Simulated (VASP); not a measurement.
TaS2, space group P-3m1 (No. 164), a = 3.367 Å, b = 3.367 Å, c = 5.636 Å, α = 90.00°, β = 90.00°, γ = 120.00°

| site | Wyckoff | x | y | z |
| --- | --- | --- | --- | --- |
| Ta | 1a | 0.0000 | 0.0000 | 0.0000 |
| S | 2d | 0.6667 | 0.3333 | 0.7277 |

Origin: the geometry relaxed with VASP Kohn-Sham DFT of a periodic cell, BLYP with D3(BJ), VASP PAW PBE potentials, recommended (VASP).

Describe the coordination of Ta.

TaS6: a slightly distorted octahedron (coordination number 6, S = 0.28; next best trigonal prism, S = 15.5). Bonds: 6 × Ta–S 2.48 Å. The next neighbour, not counted, lies at 3.37 Å.

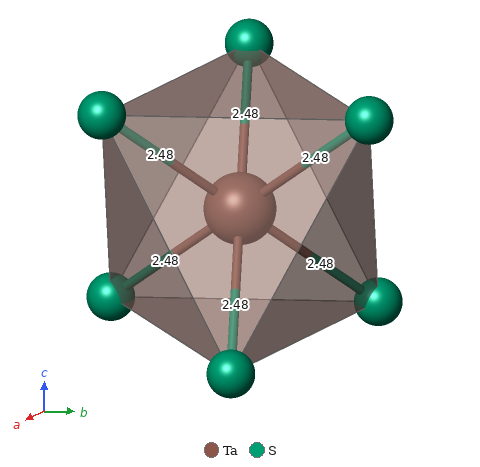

The polyhedron about Ta. Shape measures S are computed against regular polyhedra or, for capped shapes, the nearer of the equal-edge and equal-bond forms.
